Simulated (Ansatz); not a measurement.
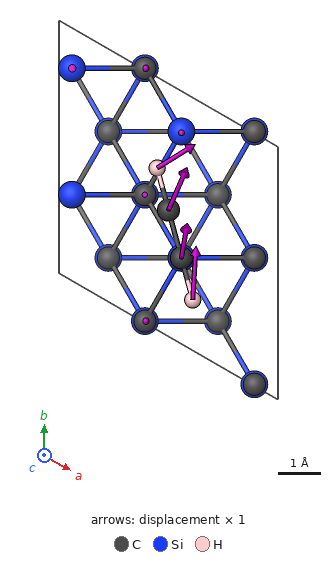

This is a constrained relaxation of a slab of composition Si₆HC₇ (cut from the F-43m phase). The starting structure is drawn; purple arrows show the displacements, at their true length.

A ball-and-stick model of the cell of the calculation, outlined in the plane, without the vacuum (origin shifted), seen along the c axis.

Case: 1 C2H2 a cell, flat, over a top Si site. The slab is the (1 1 1) face of SiC with C2H2 on it. 12 atoms are held fixed.

All numbers below come from Ansatz, DFT PBE+D3(BJ), scalar-relativistic, plane waves, PAW. (plane-wave cutoff 420 eV; k-point mesh 3 × 3 × 1; occupations gaussian; smearing width 0.05 eV; no spin polarisation; dipole correction; atoms relaxed in a fixed cell; force threshold 0.04 eV/Å; at most 100 steps)

Q: Describe the change and its energy.

A: Over 17 accepted moves (18 points after the start) the energy falls by 3.985 eV per cell of the calculation. The largest force component goes from 0.9 to 0.019 eV/Å. 1 step only repeated the SCF at the same geometry. A C atom moves most: 1.41 Å at 55° to the normal (−c side). Largest moves by element: C 1.41 Å, H 1.33 Å, Si 0.21 Å. The lattice vectors keep their values. Near-neighbour distances that change, for instance: C–Si 3.307 → 1.908 Å, C–Si 2.680 → 1.909 Å, C–C 1.205 → 1.361 Å, C–Si 1.967 → 2.094 Å. New bonds form: C–Si (2.68 → 1.91 Å), C–Si (3.31 → 1.91 Å). Among the angles between lasting bonds that change: C–C–H 180.0° → 120.3°, Si–C–Si 106.3° → 93.3°, Si–C–Si 112.5° → 101.6°.

Limits of the set-up: the periodic images lie only 6.1 Å apart, so the values are limited by the cell's size.
